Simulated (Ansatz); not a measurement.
System: Rh.

Input file:

```
crystal:
  lattice:
    - [1.8899965795, -1.8899965795, 0.0]
    - [1.8899965795, 0.0, -1.8899965795]
    - [7.9379856339, 7.1819870021, 7.559986318]
  atoms:
    - { symbol: Rh, position: [0.6500033333, 0.6666666667, 0.0833166667] }
    - { symbol: Rh, position: [-0.18333, 0.0, 0.91665] }
    - { symbol: Rh, position: [0.2833366667, 0.3333333333, 0.2499833333] }
    - { symbol: Rh, position: [0.5500033333, 0.6666666667, 0.5833166667] }
    - { symbol: Rh, position: [-0.08333, 0.0, 0.41665] }
    - { symbol: Rh, position: [0.1833366667, 0.3333333333, 0.7499833333] }
basis:
  ecutwfc: 420
kpoints:
  mp_grid: { grid: [25, 25, 5] }
hamiltonian:
  xc: pbesol
scf:
  occupations: { method: gaussian, width: 0.15 }
output:
  forces: true
  stress: true
  eigenvalues: true
  write_density: true
  write_potential: true
  elf: true
  volumetric_format: npy
```

Run with:

```sh
ansatz run input.yaml --threads 2 --pin off --max-ram 5120MiB --backend cpu --events-out ev --progress --plain --runs-dir out
```

Below, planes, directions and counts refer to the conventional cell (a = 2.67 Å, b = 2.67 Å, c = 13.11 Å, α = 88.83°, β = 87.66°, γ = 60.00°).

Space group P-1; not relaxed (largest force 1.2 eV/Å); computed without spin polarisation.

Level of theory: DFT PBEsol, scalar-relativistic, plane waves, PAW (Ansatz 0.2.0).

> Predict the valence pseudo-density and electron localisation function between the atoms.

Rh–Rh (2.67 Å): ρ at the midpoint is about 0.38 e/Å³; the ELF is about 0.30 at the midpoint: no localised pair shows between them.

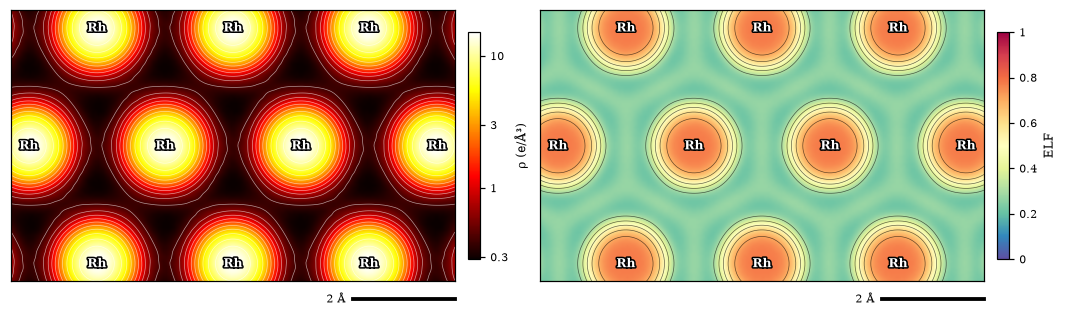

Computed valence pseudo-density and electron localisation function on the (001) plane of the conventional cell, in this order. 

Core electrons are frozen (PAW), and the valence fields are smoothed inside the atomic spheres.
